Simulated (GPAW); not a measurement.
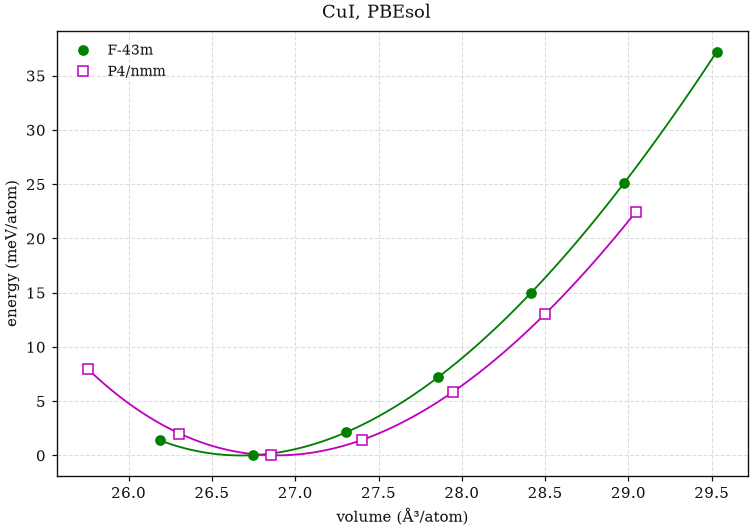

Plotted: energy against volume, with one curve for each structure, for CuI. Each energy curve has its own zero, so the curves don't rank the structures.

Computed with GPAW 26.7.0: PAW DFT in plane waves, on a grid or in atomic orbitals, no spin polarisation; energies at scaled volumes of the given cell, shape and fractions fixed, counted from the fit's minimum, third-order Birch-Murnaghan fit. Level: PBEsol.

| setting | value |
| --- | --- |
| occupations | Fermi–Dirac |
| smearing width | 0.05 eV |
| potentials | PAW data sets made by gpaw setup for the functional |
| wave cutoff | 600 eV |

Settings that differ: F-43m: k mesh 8×8×8; P4/nmm: k mesh 7×7×4.

> Order the curves by fitted equilibrium volume, smallest first.

F-43m 26.675, P4/nmm 26.889 Å³/atom.

The computed values:

F-43m:
```tsv
volume (Å³/atom)	energy (meV/atom)
26.19	1.40
26.75	0.02
27.30	2.12
27.86	7.23
28.42	15.01
28.97	25.10
29.53	37.23
```

P4/nmm:
```tsv
volume (Å³/atom)	energy (meV/atom)
25.76	7.93
26.30	2.02
26.85	0.01
27.40	1.43
27.95	5.88
28.50	13.00
29.05	22.47
```
